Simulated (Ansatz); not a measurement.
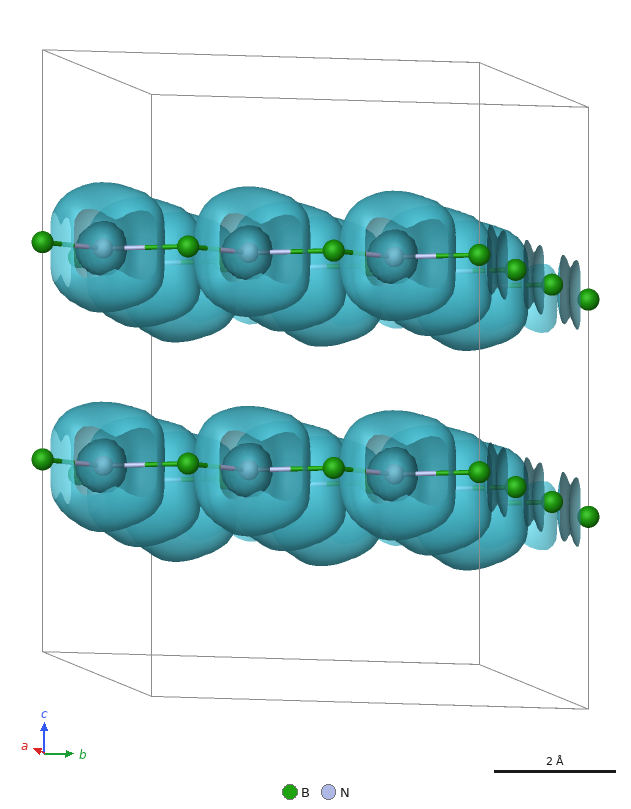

BN (slab). Isosurface of the electron localisation function at 0.65 (cyan), seen at an oblique angle. Core shells and regions of very low density are left out. Sticks mark near contacts.

Computed with DFT PBE+D3(BJ), scalar-relativistic, plane waves, PAW (Ansatz 0.2.0).

In a PAW calculation such maps are meaningful between the atoms, not at the nuclei.

Input

```
crystal:
  lattice:
    - [2.5087620658, 0.0, 0.0]
    - [-1.2543810329, 2.172651681, 0.0]
    - [0.0, 0.0, 32.6]
  atoms:
    - { symbol: B, position: [0.0, 0.0, 0.4493865031] }
    - { symbol: "N", position: [0.6666666667, 0.3333333333, 0.4493865031] }
    - { symbol: B, position: [0.0, 0.0, 0.5506134969] }
    - { symbol: "N", position: [0.6666666667, 0.3333333333, 0.5506134969] }
  periodic: [true, true, false]
basis:
  ecutwfc: 420
kpoints:
  mp_grid: { grid: [12, 12, 1] }
  band_path:
    path:
      - [0, 0, 0]
      - [0.5, 0, 0]
      - [0.3333333333333, 0.3333333333333, 0]
      - [0, 0, 0]
    npoints: 8
hamiltonian:
  xc: pbe
  dispersion: d3bj
scf:
  occupations: { method: gaussian, width: 0.02 }
output:
  forces: true
  stress: true
  eigenvalues: true
  write_density: true
  write_potential: true
  elf: true
  volumetric_format: npy
relax:
  adjacent_minimum: "off"
  f_tol: 0.01
  max_steps: 50
  constraints: [{ sites: [0, 2], fix: xy }]
```

Run with:

```sh
ansatz run input.yaml --threads 1 --pin off --max-ram 3072MiB --backend cpu --events-out ev --progress --plain --runs-dir out
```

The fields are those of the relaxed geometry.

**Describe the localisation domains.**

The surface consists of two regions on N in which the atom's valence shell and bonds are merged, counted in one cell of 4 atoms. Counts are for one cell; the picture repeats the cell along the surface.

Values along the shortest contacts:
B–N (1.45 Å): the ELF peaks at about 0.95 between the atoms, as expected for a shared but strongly polarised pair.
